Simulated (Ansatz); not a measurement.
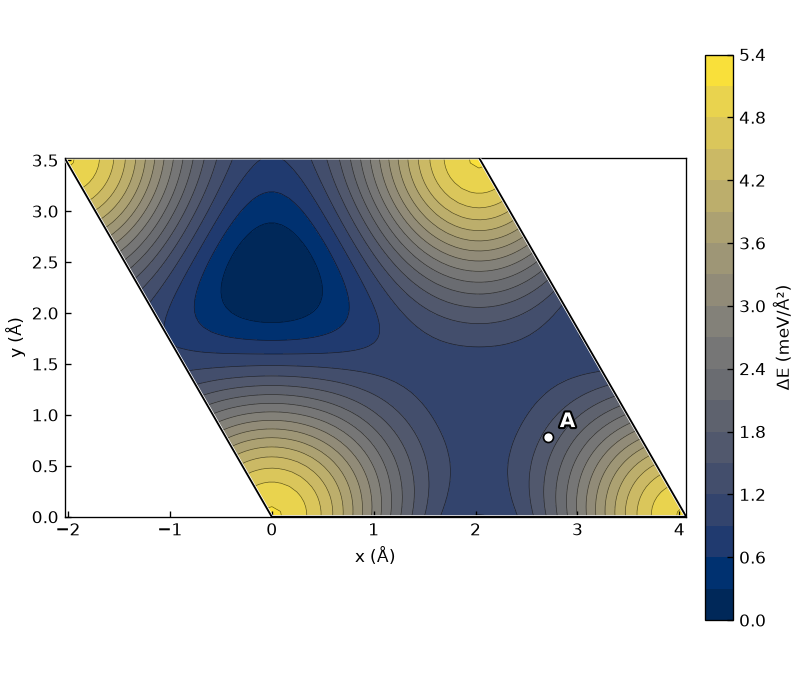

A bilayer of two Sb sheets of the honeycomb type (4 atoms in the cell). 
- The upper layer of a bilayer is slid over the lower one; relaxed at each slide: nothing; the origin of the map has Sb4 above Sb1; the distance between the facing planes is held at 3.85 Å.
- Places are given modulo a cell vector. The map is drawn in real space over the plane of the slide.
- Grid: 9 × 9 points; 19 points were computed and 62 follow by symmetry.
- Energies are in meV/Å², from the lowest grid point.
- At a held distance the lowest stacking need not be the one that binds best once the distance relaxes.
- Level of theory: Ansatz, DFT PBE+D3(BJ), scalar-relativistic, plane waves, PAW. Settings: cutoff 420 eV, k-mesh 9×9×1, gaussian smearing 0.05 eV, no spin polarisation.

In the figure: filled contours, the outline of one cell of the plane, the point A. Between grid points the surface is interpolated.

Q: Is A at rest? If not, where is it pushed?

A: A, at (7/9, 2/9) of the cell vectors, is not a stationary point. The computed force is 0.026 eV/Å in the plane, pointing up and left in the picture (components −0.023 and 0.013 eV/Å, for the cell of 14.34 Å², or 1.8 meV/Å² for each Å).
